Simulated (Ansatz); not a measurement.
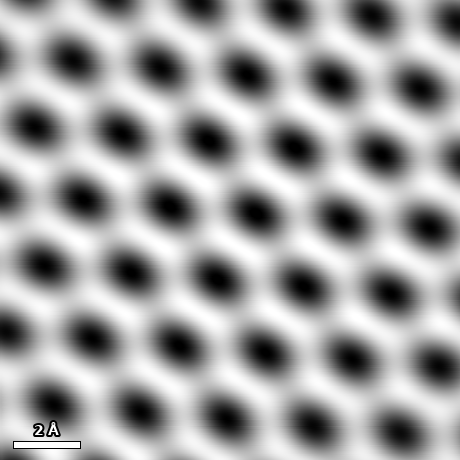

HRTEM-like image of Ir (P6_3/mmc, No. 194) along [101]. Simulated in the weak-phase-object approximation with neutral-atom potentials: 300 kV, Cs = 1.00 mm, defocus −532 Å (negative is underfocus), defocus spread 30 Å, aperture 0.51 1/Å. A slight drift was added. Structure: the end point of a relaxation at fixed volume with DFT PBE, spin-orbit coupling, plane waves, PAW in Ansatz 0.2.0; the starting structure was generated, so it need not be a known form of this composition.

> What point resolution do these settings give, and which lattice spacings pass?

About 2.0 Å (0.66 |Cs|^(1/4) λ^(3/4) with λ = 0.0197 Å). The spacings that carry visible contrast are {100} at 2.38 Å, {101} at 2.10 Å. Columns 0.79 Å apart are closer than that and merge.

> Do the atom columns appear dark or bright, and why?

Dark. With positive Cs and underfocus sin χ is negative over the pass band, so the strongest columns (Ir) come out darker than the background.
